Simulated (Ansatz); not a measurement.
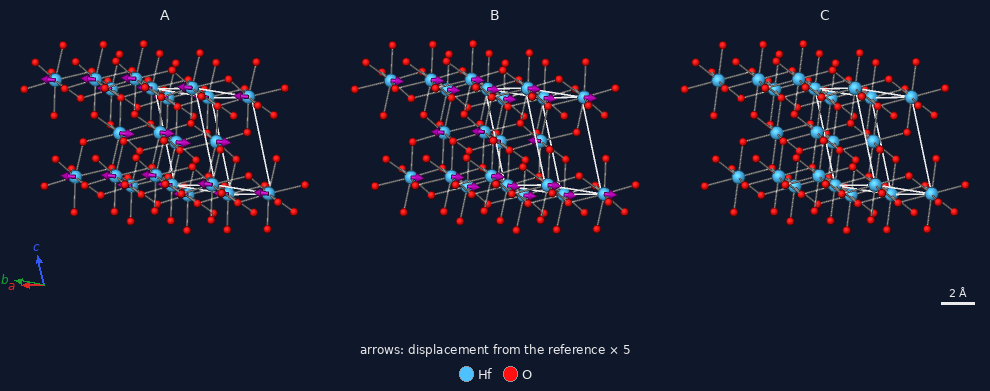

A crystal of HfO2 (Fm-3m): a normal mode of wave vector (0, 0, 1/2) of the primitive cell, folded into a doubled cell, (one arbitrary combination within a set of 2 degenerate modes) is frozen in with the cell fixed, the amplitude being the largest displacement of an atom. A ball-and-stick model of the cell of the calculation, repeated 2 × 2 × 1 with one cell outlined, seen from a free direction. Purple arrows: displacements from the reference.

These are results of DFT PBE, scalar-relativistic, plane waves, PAW in Ansatz 0.2.0, not measurements. Set-up: plane-wave cutoff 420 eV; k-point mesh 6 × 6 × 8; occupations gaussian; smearing width 0.05 eV; no spin polarisation. Energies (free energies at the smearing named) are counted from the relaxed crystal.

### Order these geometries by energy, lowest first.

Lowest first: C (the amplitude 0.00 Å, 0.0 meV/cell), B (the amplitude 0.175 Å, 152.2 meV/cell), A (the amplitude −0.20 Å, 205.4 meV/cell). Over the whole scan: the harmonic wavenumber of the mode is 82 cm⁻¹, a stable vibration. The lowest computed point lies at the amplitude 0.00 Å (0.0 meV/cell). At the ends of the scan the energy is 205.4 meV/cell (−0.20 Å) and 205.4 meV/cell (0.20 Å). The well is symmetric. At the highest point the shortest interatomic distance is 2.04 Å, against 2.21 Å in the reference.
